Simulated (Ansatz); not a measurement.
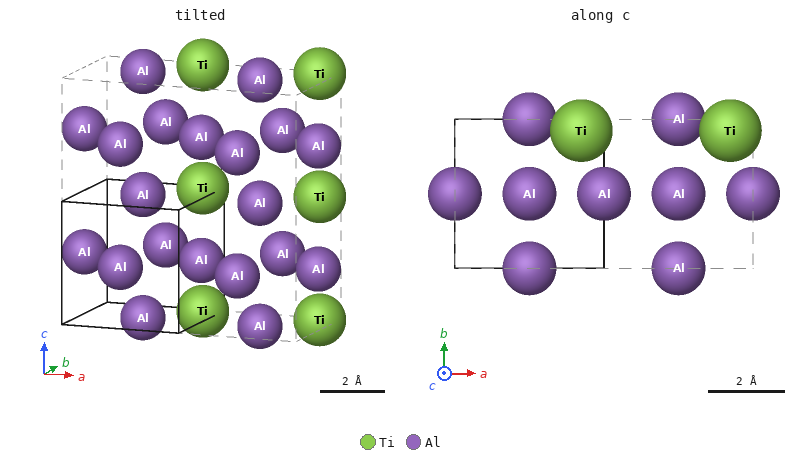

The figure gives a spheres-only picture of the atoms, viewed slightly off an axis and along the c axis. The solid frame is a single simulation cell within a 2×1×2 block.

Here is the input:
```yaml
crystal:
  lattice:
    - [3.9483448101, 0.0, 0.0]
    - [0.0, 3.9483448101, 0.0]
    - [0.0, 0.0, 3.9483448101]
  atoms:
    - { symbol: Ti, position: [-0.1519624118, -0.0759812059, 0.0] }
    - { symbol: Al, position: [0.5, 0.5, 0.0] }
    - { symbol: Al, position: [0.5, 0.0, 0.5] }
    - { symbol: Al, position: [0.0, 0.5, 0.5] }
basis:
  ecutwfc: 420
kpoints:
  mp_grid: { grid: [12, 12, 12] }
hamiltonian:
  xc: pbesol
scf:
  occupations: { method: gaussian, width: 0.15 }
output:
  forces: true
  stress: true
  eigenvalues: true
```
Run as:
```sh
ansatz run input.yaml --threads 2 --pin off --max-ram 5120MiB --backend cpu --events-out ev --progress --plain --runs-dir out
```

Level of theory and settings: DFT PBEsol, scalar-relativistic, plane waves, PAW in Ansatz, an energy cutoff of 420 eV, a 12×12×12 grid in reciprocal space, Gaussian smearing of 0.15 eV, no spin polarisation.

### Metal or not?

A metal: bands cross the Fermi level.

### Give the pressure and its sign.

The computed pressure is 14.5 GPa (compressed: it would expand). The stress isn't hydrostatic: its largest component is 16.0 GPa.

The starting point was a structure listed in the Materials Project. The cell was then strained or its atoms displaced on purpose. A calculation with Ansatz used it as input.

At this level of theory the run's own cell isn't at rest (compressed, at 14 GPa and forces up to 8.1 eV/Å), so its distances can differ from those at equilibrium, the more so the softer the solid.
